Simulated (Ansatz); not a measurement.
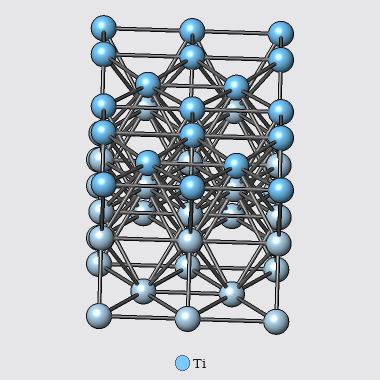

The system is Si on a Ti(110) slab cut from the P6/mmm phase, its upper half relaxed before the scan (9 atoms of substrate and one adsorbate in a 1 × 1 cell); the picture shows it without the atoms that are moved over the map. 
- Si is moved over the surface cell; relaxed at each place: the height of the adsorbate's atoms; substrate rigid; the origin of the map has the adsorbate above Ti8.
- Places are given modulo a cell vector. The map is drawn in real space over the plane of the surface.
- The grid has 4 × 4 points; 12 points were computed and 4 follow by symmetry.
- Energies are in eV, from the lowest grid point.
- With one adsorbate in each 1 × 1 cell, its nearest image is 2.8 Å away, so neighbouring adsorbates interact.
- Level of theory: DFT PBE, scalar-relativistic, plane waves, PAW (Ansatz). Settings: cutoff 420 eV, k-mesh 9×4×1, gaussian smearing 0.1 eV, no spin polarisation.

Range: position of Si10 along the first surface vector from 0.00 to 0.75; position of Si10 along the second surface vector from 0.00 to 0.75.

Q: Predict the map.

A: The lowest grid point is at (2/4, 3/4) of the cell vectors [nearest 2 Ti at 2.54 Å]. The highest grid point, the top site over a surface Ti atom, (0/4, 0/4) of the cell vectors, lies 0.86 eV above the lowest. At the lowest point the adsorbate has 2 Ti at 2.54 Å as nearest neighbours, at the highest 1 Ti at 2.45 Å. Its relaxed height above the top atom is 2.01 Å at the lowest and 2.44 Å at the highest point.

| second ↓, first → | 0/4 | 1/4 | 2/4 | 3/4 |
| --- | --- | --- | --- | --- |
| 3/4 | 0.75 | 0.45 | 0.00 | 0.45 |
| 2/4 | 0.40 | 0.31 | 0.27 | 0.31 |
| 1/4 | 0.22 | 0.49 | 0.69 | 0.49 |
| 0/4 | 0.86 | 0.58 | 0.17 | 0.58 |

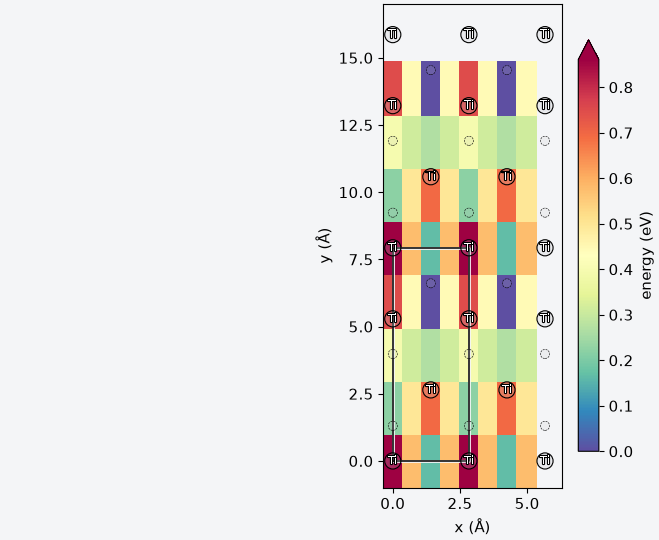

The picture shows one coloured cell a grid point, labelled circles for the atoms of the top layer and small ones for the second layer, the outline of one cell of the 2 × 2 shown, one colour for all values above the top of the scale.

The whole map (12 points run) took 11 min on 4 threads of Arm Neoverse V2 (shared host).

PAW datasets: the set soft_1.
